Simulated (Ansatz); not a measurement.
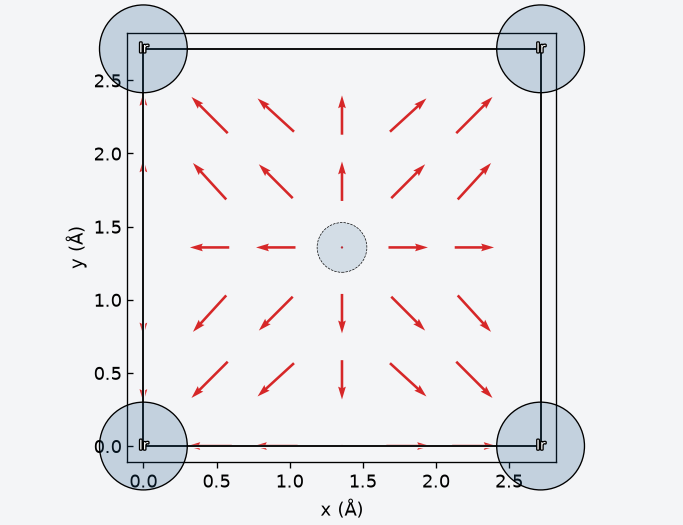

O on an Ir(100) slab cut from the Fm-3m phase, its upper half relaxed before the scan (12 atoms of substrate and one adsorbate in a 2 × 2 cell). 
- O is moved over the surface cell at a fixed height above a rigid substrate; the origin of the map has the adsorbate above Ir9; the height is held at 2.50 Å.
- Places are given modulo a cell vector. The map is drawn in real space over the plane of the surface.
- The grid has 6 × 6 points; 10 points were computed and 26 follow by symmetry.
- Places are given in fractions of the 1 × 1 surface cell.
- The runs have no spin polarisation, so an open-shell adsorbate far from the surface lies too high. At a fixed height the lowest place need not be the adsorption site.
- Theory: DFT PBE+D3(BJ), scalar-relativistic, plane waves, PAW in Ansatz. Settings: cutoff 420 eV, k-mesh 5×5×1, gaussian smearing 0.1 eV, no spin polarisation.

In the figure: arrows along the force (downhill), their lengths compressed, labelled circles for the atoms of the top layer and small ones for the second layer, the outline of one cell of the plane.

### The arrows alone are given. Where is the energy lowest?

The arrows converge at the top site over a surface Ir atom, (0/6, 0/6) of the cell vectors (read from the interpolated surface).

The energy map of the same scan:

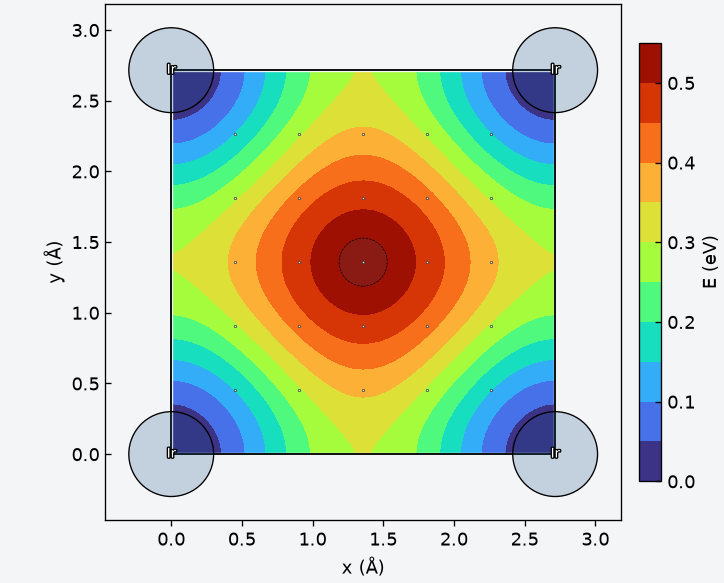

Energies are in eV, from the lowest grid point; between grid points the surface is interpolated.

PAW datasets: the set soft_1.
